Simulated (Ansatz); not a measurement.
```
CELL_PARAMETERS angstrom
3.61789 0.00000 0.00000
-1.80895 3.13319 0.00000
0.00000 0.00000 31.82565
ATOMIC_POSITIONS crystal
S 0.66667 0.33333 0.45426
Hf 0.00000 0.00000 0.50000
S 0.33333 0.66667 0.54574
```

Level of theory: Ansatz 0.2.0, DFT PBE+D3(BJ), scalar-relativistic, plane waves, PAW.

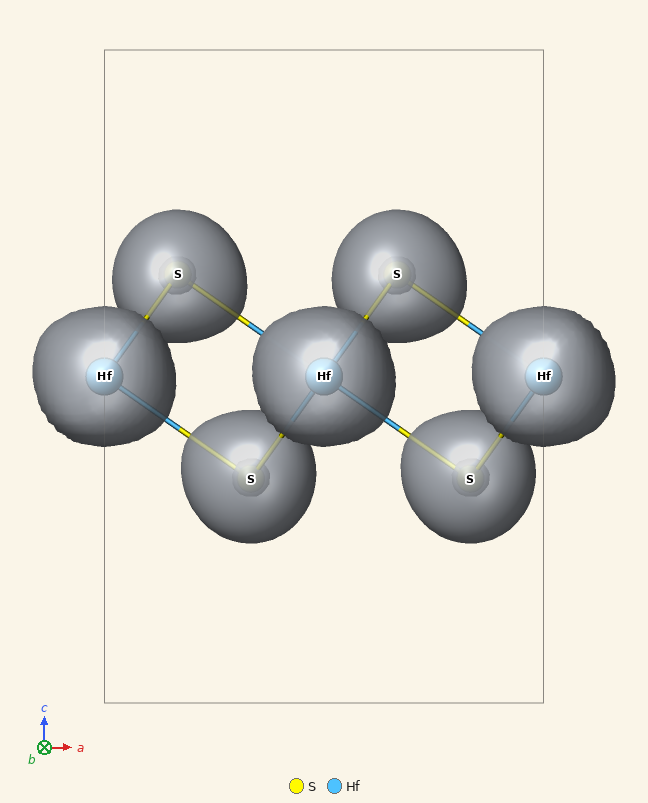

HfS$_{2}$ (slab). Isosurface of the valence electron density at 0.6 e/Å³ (grey), seen along the b axis. Sticks mark near contacts.

The density is the valence pseudo-density of a PAW calculation; it isn't the true density close to the nuclei.

How is the density connected at this value?

Answer. At this value the density breaks into separate islands; it holds about 75 % of the electrons treated as valence (semicore included). It bridges none of the near contacts. It is pinched off along the shortest Hf–S (2.55 Å) contacts. On the grid the lowest density along these lines, outside the cores, is 0.46 e/Å³ (Hf–S, 2.55 Å).

Metal or insulator at this level of theory?

Answer. It is gapped, with a Kohn–Sham gap of 1.2 eV on the k-point mesh (the band edges may lie off the mesh, which would make the gap smaller).
